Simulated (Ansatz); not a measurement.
**SiC (F-43m): refractive index against wavelength**

The refractive index of SiC (F-43m) below the direct gap (4.55 eV on the mesh) is read from one computed spectrum, n = √(Re ε).

The structure is cubic, space group F-43m (No. 216). The conventional cell has a = 4.358 Å, b = 4.358 Å, c = 4.358 Å, α = 90.00°, β = 90.00°, γ = 90.00°. Si on site a is surrounded by 4 C at 1.89 Å. C on site c is surrounded by 4 Si at 1.89 Å.

Method: Ansatz 0.2.0, PBE, independent particles, k-mesh 14×14×14 with interpolation inside its cells, Gaussian parameter 0.15 eV.

Launch of the response step: `ansatz run input.yaml --threads 4 --pin off --max-ram 8192MiB --backend cpu --events-out ev --progress --plain --runs-dir out`. The run took 3 s, on 4 threads of Arm Neoverse V1 (shared host).

```
wavelength (nm)  photon energy E (eV)       n
           1064                 1.165  2.7131
            850                 1.459  2.7311
            700                 1.771  2.7556
            633                 1.959  2.7732
            532                 2.331  2.8154
            450                 2.755  2.8779
            405                 3.061       ?
```

In the single-oscillator model n² − 1 = E₀E_d/(E₀² − E²), so 1/(n² − 1) = E₀/E_d − E²/(E₀E_d) is linear in E².

Working, on the rows shown:

| x = E² (eV²) | y = 1/(n² − 1) |
| --- | --- |
| 1.35784 | 0.15721 |
| 2.12762 | 0.154825 |
| 3.13716 | 0.151668 |
| 3.83641 | 0.149463 |
| 5.43137 | 0.144374 |
| 7.59115 | 0.137319 |

Means: x̄ = 3.9136, ȳ = 0.14914. Σ(x − x̄)(y − ȳ) = -0.08347, Σ(x − x̄)² = 26.16. Slope = -0.08347 / 26.16 = -0.003191; intercept = ȳ − slope · x̄ = 0.16163. Turned back into n, the line misses the rows shown by at most 0.00082.

**Question.** What does the fit predict for the withheld row, and how well does it do?

**Answer.** At x = 9.3718 the line gives y = 0.13173, that is 2.9311. The run gave 2.9348, so the extrapolation is off by 0.0037, 1.7 % of the range in the table.

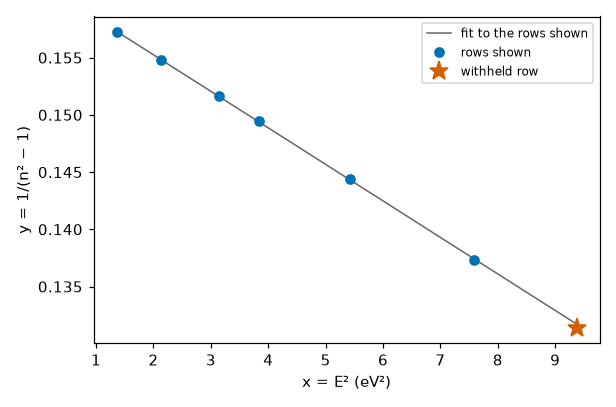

Refitted with all rows, the slope is -0.003225 and the intercept 0.16174. These give E₀ = √(intercept/−slope) = 7.08 eV and E_d = E₀/intercept = 43.8 eV; E₀ is 1.6 times the direct gap. The electronic limit at long wavelengths, without lattice vibrations, is n = √(1 + 1/intercept) = 2.680. Excitons are left out and so are local fields; PBE gaps are as a rule too small.

[Logs are printed without paths, hosts, clocks, repeated set-up lines and the standing remarks that a program may print on its own settings, such as how far it seeks lower states.]
